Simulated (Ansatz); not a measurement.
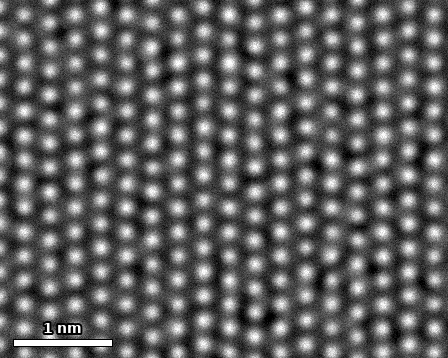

Integrated-DPC-like image of Nb (P6_3/mmc, No. 194). Simulated as the projected potential of neutral atoms (B = 0.8 Å²) blurred by a 0.92 Å probe, the thin-sample limit of integrated differential phase contrast. The display is stretched by a gamma of 0.8; percentages refer to the linear signal. Shot noise and the speckle of an amorphous layer were added. Structure used: the end point of a relaxation with DFT, PBE, plane waves (420 eV) with PAW, scalar-relativistic (Ansatz); the starting structure was generated, so it need not be a known form of this composition.

```cif
data_structure
_symmetry_space_group_name_H-M 'P6_3/mmc'
_symmetry_Int_Tables_number 194
_cell_length_a 2.8615
_cell_length_b 2.8615
_cell_length_c 10.5257
_cell_angle_alpha 90.000
_cell_angle_beta 90.000
_cell_angle_gamma 120.000
_cell_volume 74.64
loop_
_atom_site_label
_atom_site_type_symbol
_atom_site_symmetry_multiplicity
_atom_site_Wyckoff_symbol
_atom_site_fract_x
_atom_site_fract_y
_atom_site_fract_z
_atom_site_occupancy
Nb1 Nb 2 a 0.00000 0.00000 0.00000 1
Nb2 Nb 2 c 0.33333 0.66667 0.25000 1
```

Along which zone axis is the crystal seen: [201], [421], [310] or [100]? (Directions equivalent by symmetry count as one.)

[100]. The projected cells are 2.51 × 2.78 Å, 117° for [201]; 2.30 × 2.30 Å, 103° for [421]; 0.94 × 10.53 Å, 90° for [310]; 2.48 × 10.53 Å, 90° for [100], and the image repeats as the [100] one does.
